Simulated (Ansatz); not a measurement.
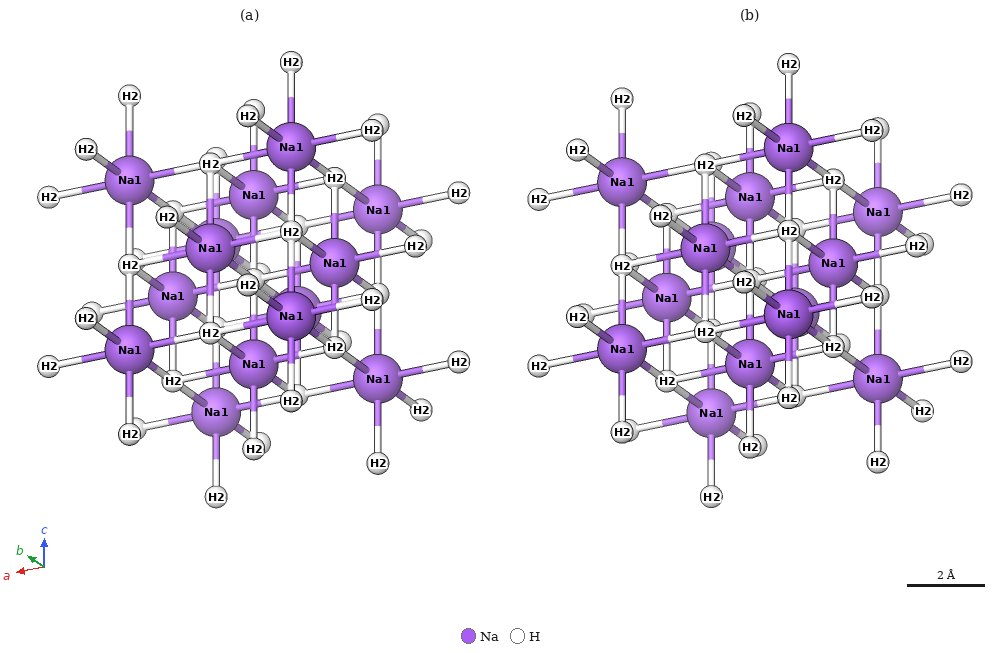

Left: crystalline NaH (built on the rocksalt type) at its r2SCAN-relaxed geometry. Right: the same structure after one change, at the same scale. The picture is a ball-and-stick view of the conventional cell (4 times the calculation's cell), seen from a free direction. Lengths and directions refer to the drawn axes.

Level of theory: DFT, r2SCAN, plane waves, PAW (Ansatz 0.2.0). Settings: plane-wave cutoff 500 eV; k-point mesh 10 × 10 × 10; occupations fixed; no spin polarisation.

What was changed?

Answer. The cell is strained by −1.5 % along c and +3.0 % across it (volume +4.5 %). The atoms and the free axis were relaxed with r2SCAN under that strain, and this is a single point on that geometry.

What does the change do?

Answer. Among the bonded contacts that change: H–Na 2.398 → 2.362 to 2.469 Å. The space group (tolerance 0.01 Å) goes from Fm-3m (No. 225) to I4/mmm (No. 139). Energy change: +3.9 meV per atom. The pressure goes from 0.0 to −0.9 GPa. The principal stresses (compression positive) are 0.0 GPa along c and −1.4 GPa across it. All forces vanish by symmetry. The band gap goes from 4.40 to 4.29 eV.
